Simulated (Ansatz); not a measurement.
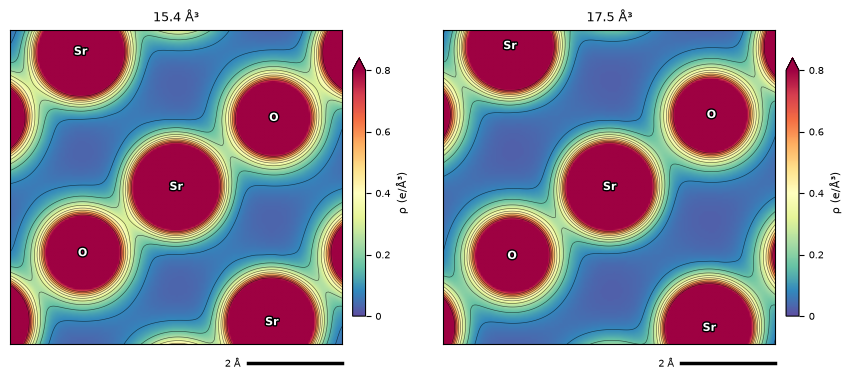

SrO. The valence electron density of cells scaled evenly to different volumes (given per atom above each panel), on the (11̄0) plane of each (indices in the axes of the cell below), at one length scale and on one colour scale.

The calculation used DFT LDA, scalar-relativistic, plane waves, PAW in Ansatz.

In a PAW calculation such maps are meaningful between the atoms, not at the nuclei.

The largest cell:

```yaml
crystal:
  lattice:
    - [0.00000, -2.59549, -2.59549]
    - [-2.59549, 0.00000, -2.59549]
    - [2.59549, 2.59549, -5.19098]
  atoms:
    - { symbol: Sr, position: [0.99918, 0.99918, 0.99918] }
    - { symbol: Sr, position: [0.49918, 0.49918, 0.49918] }
    - { symbol: O, position: [0.75447, 0.75447, 0.75447] }
    - { symbol: O, position: [0.25447, 0.25447, 0.25447] }
```

| volume (Å³/atom) | Sr–O contact in the plane (Å) | ρ at its midpoint (e/Å³) | pressure (GPa) | gap on the mesh (eV) | 
| --- | --- | --- | --- | --- |
| 15.44 | 2.437 | 0.317 | 6.0 | 3.15 | 
| 16.24 | 2.479 | ? | ? | ? | 
| 17.48 | 2.541 | 0.254 | −6.5 | 3.25 | 

Estimate the missing row, and compare with the calculation.

Over the known rows ln ρ falls by 2.13 per Å of Sr–O distance (the line through the two), which gives 0.290 e/Å³ at 2.479 Å; the calculation gives 0.289 e/Å³. For the pressure, a straight line in volume between the neighbouring rows gives 1.1 GPa; the calculation gives 0.1, lower because pressure rises ever faster on compression. For the gap on the mesh, a straight line in volume between the neighbouring rows gives 3.19 eV; the calculation gives 3.20.
